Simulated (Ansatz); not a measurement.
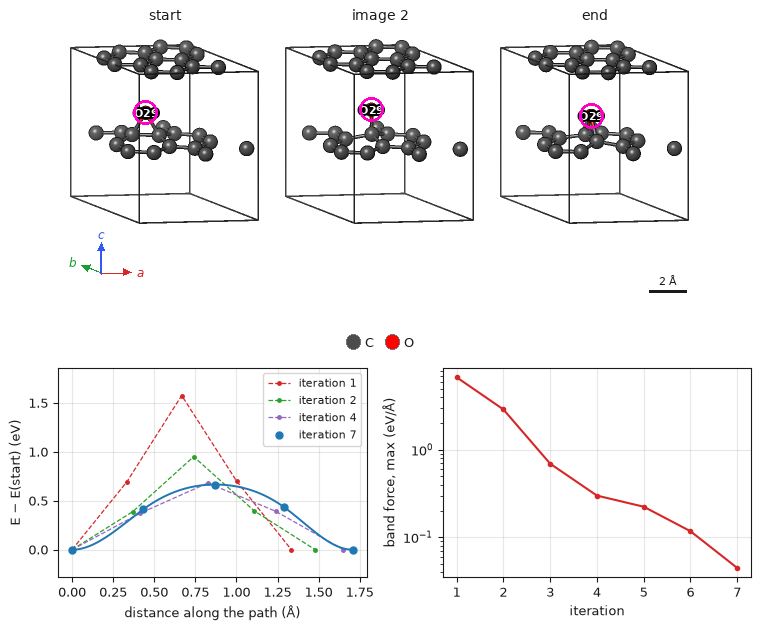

A search for the minimum-energy path of a defect cell of composition C$_{28}$O (29 atoms in the cell) by the nudged elastic band. Images are numbered from 0 (start) to 4 (end). The plot follows the band through its iterations. Style: ball-and-stick. Shown: the simulation cell (origin moved), from a free direction. The moving atom is ringed, with any periodic copies. Bonds to atoms that aren't drawn are left out.

Method: DFT PBE, scalar-relativistic, plane waves, PAW (Ansatz). Run with plane-wave cutoff 420 eV; k-point mesh 4 × 4 × 3; Gaussian smearing 0.1 eV; 3 movable images; climbing image.

Judge this run.

The run is converged, with reservations. The band converged in 7 iterations. The largest component of the band force went from 6.7 to 0.045 eV/Å. The climbing image converged on the top of the path. Its curvatures weren't checked. The first iteration put the highest image at 1.58 eV. The two ends have the same energy, and the highest point, image 2, lies 0.67 eV above the start.

Limits of the set-up: the periodic images lie only 6.5 Å apart, so the values are limited by the cell's size.
